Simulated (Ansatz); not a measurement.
## Electronic structure of Mo12HS24 (cell charge +1, with a compensating background) (cell with a defect) in real space

Input file:

```
crystal:
  lattice:
    - [3.1495253833, 5.4551379838, -6.6474594286]
    - [3.1495253834, -5.4551379837, -6.6474594286]
    - [-6.2990507667, -1.0e-10, -6.6474594286]
  atoms:
    - { symbol: Mo, position: [0.6706249648, 0.6646612505, 0.6710091451] }
    - { symbol: Mo, position: [0.3370728302, 0.3297905123, 0.3353137951] }
    - { symbol: Mo, position: [0.5042003843, 0.9977861984, 0.5043591743] }
    - { symbol: Mo, position: [0.503402399, 0.4956541582, 0.0022765792] }
    - { symbol: Mo, position: [0.0033446561, 0.4972506798, 0.5013210621] }
    - { symbol: Mo, position: [0.6708050916, 0.1621705801, 0.168874552] }
    - { symbol: Mo, position: [0.3366108497, 0.8297875642, 0.8352827404] }
    - { symbol: Mo, position: [0.1703106514, 0.1638548253, 0.668235091] }
    - { symbol: Mo, position: [0.8373176418, 0.8268080737, 0.3290309657] }
    - { symbol: Mo, position: [0.1705125834, 0.6620216325, 0.1676646698] }
    - { symbol: Mo, position: [0.8369687641, 0.3302911983, 0.8354490282] }
    - { symbol: Mo, position: [0.0035028686, -0.00368144, 0.0007586573] }
    - { symbol: S, position: [0.4261044967, 0.5847098639, 0.7560779705] }
    - { symbol: S, position: [0.0916681957, 0.2514776055, 0.4231542004] }
    - { symbol: S, position: [0.259444145, 0.9185207276, 0.5892121821] }
    - { symbol: S, position: [0.2589224167, 0.4164979245, 0.0897279172] }
    - { symbol: S, position: [0.7580741818, 0.4193600997, 0.5904569944] }
    - { symbol: S, position: [0.4256837573, 0.0839971652, 0.2579939724] }
    - { symbol: S, position: [0.0907824796, 0.7493895016, 0.9209000229] }
    - { symbol: S, position: [0.9303775855, 0.0849321292, 0.7557196304] }
    - { symbol: S, position: [0.5922889715, 0.7526111299, 0.4254877213] }
    - { symbol: S, position: [0.9257500713, 0.5818623795, 0.2545647443] }
    - { symbol: S, position: [0.592170562, 0.250697263, 0.9233806391] }
    - { symbol: S, position: [0.7590785539, 0.9185011004, 0.0861056537] }
    - { symbol: S, position: [0.248519053, 0.409358812, 0.5800970946] }
    - { symbol: S, position: [0.9155519984, 0.0726158344, 0.2471308382] }
    - { symbol: S, position: [0.080730847, 0.7424050116, 0.4121008602] }
    - { symbol: S, position: [0.0820204175, 0.2415406878, 0.9141270616] }
    - { symbol: S, position: [0.5826967499, 0.2431587874, 0.4130941316] }
    - { symbol: S, position: [0.2481437798, 0.9078447967, 0.0805329646] }
    - { symbol: S, position: [0.9159589799, 0.5758624126, 0.744170258] }
    - { symbol: S, position: [0.7485613872, 0.9137484918, 0.6002516932] }
    - { symbol: S, position: [0.4151267178, 0.5750805709, 0.2471869499] }
    - { symbol: S, position: [0.7487611951, 0.4076975564, 0.0811334838] }
    - { symbol: S, position: [0.4138752147, 0.0758962589, 0.7490650101] }
    - { symbol: S, position: [0.5761235066, 0.7425701867, 0.9160381154] }
    - { symbol: H, position: [0.6985508585, 0.9651165018, 0.7377075372] }
  host:
    lattice:
      - [3.1495253834, 0.0, 0.0]
      - [-1.5747626917, 2.7275689918, 0.0]
      - [0.0, 0.0, 6.6474594286]
    atoms:
      - { symbol: Mo, position: [0.0, 0.0, 0.0] }
      - { symbol: S, position: [0.3333333333, 0.6666666667, 0.2356931431] }
      - { symbol: S, position: [0.3333333333, 0.6666666667, 0.7643068569] }
total_charge: 1
basis:
  ecutwfc: 420
  xc_grid: 2
kpoints:
  mp_grid: { grid: [2, 2, 2], shift: [0.5, 0.5, 0.5] }
hamiltonian:
  xc: pbe
  dispersion: d3bj
scf:
  occupations: { method: gaussian, width: 0.01 }
output:
  forces: true
  stress: false
  eigenvalues: true
  charged_corrections:
    defect_position: [0.83333333, 0.83333333, 0.83333333]
    epsilon: [[14.1175, 0.0, 0.0], [0.0, 14.1175, 0.0], [0.0, 0.0, 4.6913]]
  write_density: true
  write_potential: true
  elf: true
  volumetric_format: npy
relax:
  adjacent_minimum: "off"
  f_tol: 0.025
  max_steps: 45
```

Command:

```sh
ansatz run input.yaml --threads 4 --pin off --max-ram 10240MiB --backend cpu --events-out ev --progress --plain --runs-dir out
```

The fields are those of the run's last geometry, not of the input's.

Computed without spin polarisation.

Level of theory: DFT PBE+D3(BJ), scalar-relativistic, plane waves, PAW (Ansatz 0.2.0).

The density is the valence pseudo-density of a PAW calculation; it isn't the true density close to the nuclei.

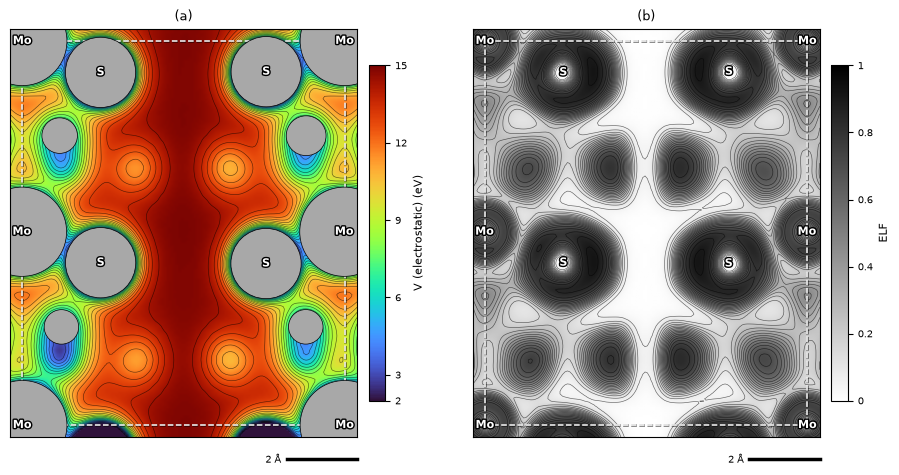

Figure 1. (a) electrostatic potential (local pseudopotential plus Hartree) felt by an electron; (b) electron localisation function on the (011) plane of the calculation cell. Grey discs cover the atomic cores in the potential map.

Question: What do the fields say about this system?

Answer:
- The section cuts through Mo and S sites.
- Mo–S (2.40 Å): the ELF peaks at about 0.85 in the valence shell of S, 0.8 Å from its nucleus, and is about 0.45 at the midpoint.
- The features right at Mo lie inside the PAW spheres, where the map follows smoothed inner orbitals and isn't to be read closely.
- Outside the cores the potential energy rises away from the atoms and is highest about 2.4 Å from the nearest atoms; its zero is arbitrary.

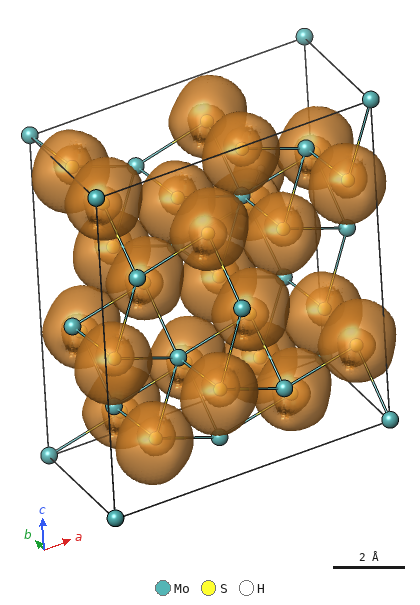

Figure 2. Isosurface of the electron localisation function at 0.7 (orange), seen slightly off an axis. Only the valence region is drawn (cores and ρ < 0.01 e/Å³ removed). Sticks mark near contacts.

Question: Identify the bonds, lone pairs and shells in this picture.

Answer: The surface consists of 23 regions wrapped around S (the valence shell of each) and one joined region spread over several atoms (H, S), in which their bonds and any lone pairs are merged, counted in one cell of 37 atoms. Any copies at cell faces, edges or corners count once.


S–H (1.41 Å): the ELF climbs to about 1 towards the hydrogen, as it does in any bond to H; a covalent bond by its length. Mo–S (2.38 Å): the ELF peaks at about 0.85 in the valence shell of S, 0.8 Å from its nucleus, and is about 0.40 at the midpoint.

Question: Does the calculation make it a metal, or give it a gap?

Answer: It is gapped, with a Kohn–Sham gap of 1.4 eV on the k-point mesh, an upper bound to the gap of this method.
